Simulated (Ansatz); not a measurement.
```
C
1.0
     1.24662    2.14379    0.00000
    -3.68645    2.11296    0.00000
     0.00000    0.00000    8.51285
C
8
Direct
  0.00000 0.00000 0.25000
  0.50000 0.50000 0.25000
  0.00000 0.00000 0.75000
  0.50000 0.50000 0.75000
  0.00000 0.66667 0.25000
  0.50000 0.16667 0.25000
  0.00000 0.33333 0.75000
  0.50000 0.83333 0.75000
```

Space group P2₁/m; changed on purpose from its base cell (strain +0.0125 x Voigt [0, 0, 0, 0, 0, 1], atoms carried along).

Method: Ansatz 0.2.0, DFT PBE, scalar-relativistic, plane waves, PAW.

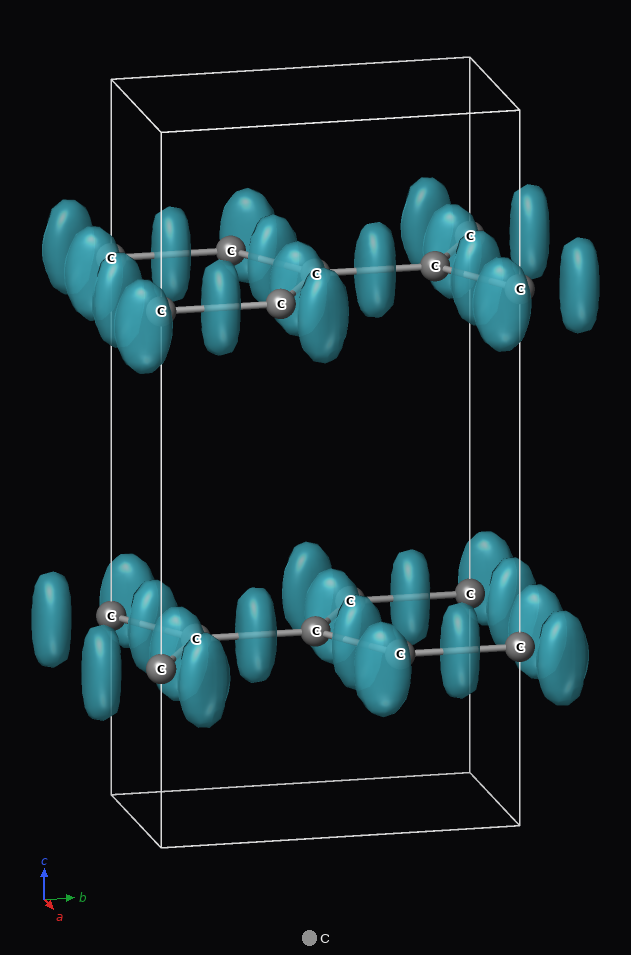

C. Isosurface of the electron localisation function at 0.85 (cyan), seen slightly off an axis. Core shells and regions of very low density are left out. Sticks mark near contacts.

Core electrons are frozen (PAW), and the valence fields are smoothed inside the atomic spheres.

**Describe the localisation domains.**

At this value the surface marks out twelve regions between bonded C–C atoms (shared pairs), counted in one cell of 8 atoms. Regions shared between cells count once. Profiles from the grid: C–C (1.42 Å): the ELF peaks at about 0.95 between the atoms (a covalent bond).
